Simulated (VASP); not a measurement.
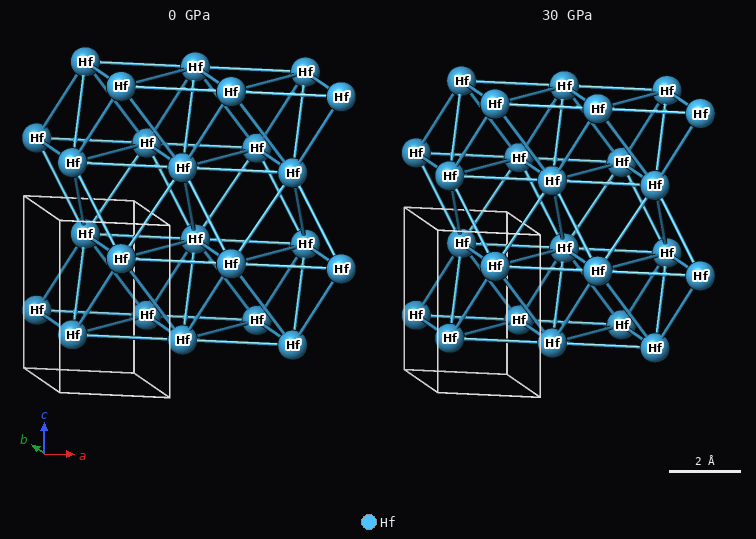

Solid Hf (set up in P6_3/mmc), relaxed (cell and atoms) at several target pressures. The picture shows the first and the last member. A ball-and-stick model of the cell of the calculation, repeated 3 × 2 × 2 with one cell outlined, seen slightly off an axis.

Computed with VASP 6.6.1: PBE, VASP PAW PBE potentials, recommended. Settings: plane-wave cutoff 600 eV; k-point mesh 10 × 10 × 5; occupations fermi-dirac; smearing width 0.05 eV; no spin polarisation.

```tsv
pressure (GPa)	volume (Å³/atom)	a (Å)	c (Å)
0	22.417	3.202	5.049
2	22.017	3.182	5.022
5	21.466	3.154	4.984
10	20.679	3.114	4.926
20	?	?	?
30	18.395	2.987	4.761
```

### Fill in the missing row.

Murnaghan's form V = V₀(1 + B′P/B₀)^(−1/B′), with V₀ = 22.417 Å³ from the row at zero pressure, fits the other rows with B₀ = 108 GPa and B′ = 3.26 (largest miss 0.005 Å³). At 20 GPa it gives 22.417 × (1 + 3.26 × 20/108)^(−1/3.26) = 19.393 Å³ per atom. The calculation gives 19.403 Å³/atom (a = 3.045 Å, c = 4.833 Å). The estimate is 0.010 Å³/atom too low. From the first member to the last: Hf–Hf 3.202 → 2.987 Å, Hf–Hf 3.129 → 2.940 Å.

The whole series:

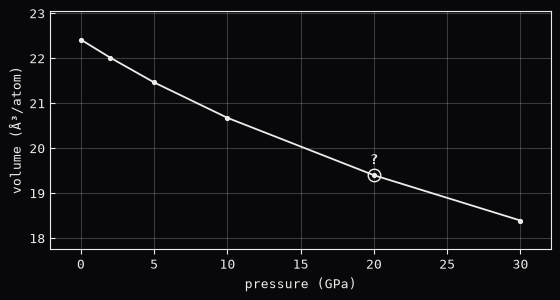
